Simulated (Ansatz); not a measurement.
Hf$_{15}$O$_{32}$: single-point calculation (part 3 of 3)

Hf$_{15}$O$_{32}$ (defect cell, 47 atoms in the cell); DFT PBE, scalar-relativistic, plane waves, PAW, spin-polarised (Ansatz 0.2.0); cutoff 420 eV, 2×2×2 k-mesh, Gaussian smearing of 0.05 eV, collinear spins. The structure derives from an entry of the Crystallography Open Database.

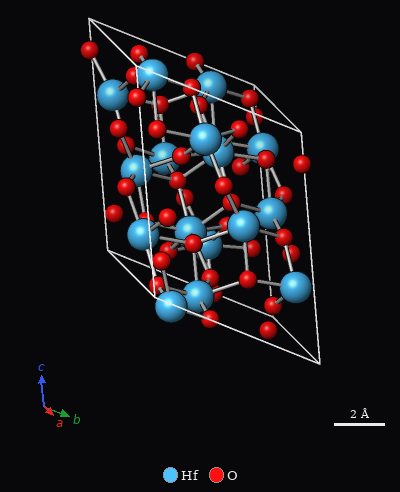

**Figure 1.** The structure (ball-and-stick view of the cell of the calculation, seen slightly off an axis). An atom can appear more than once, as a periodic image.

## Summary

| quantity | value |
| --- | --- |
| outcome | converged |
| electrons treated | 582 |
| free energy | −254048.9923 eV |
| Fermi energy | 13.042 eV |
| gap on the k-point mesh | 0.06 eV |
| net moment of the cell | 4.00 μB |
| integrated absolute moment | 4.40 μB |
| largest force (length of the vector) | 0.029 eV/Å |
| hardware | 4 threads of Arm Neoverse V2, 24 GiB of memory available, shared host |
| wall time | 3.8 min (CPU time 15 min) |
| peak memory | 4.8 GiB |

Spin–orbit coupling is left out, which matters for Hf.
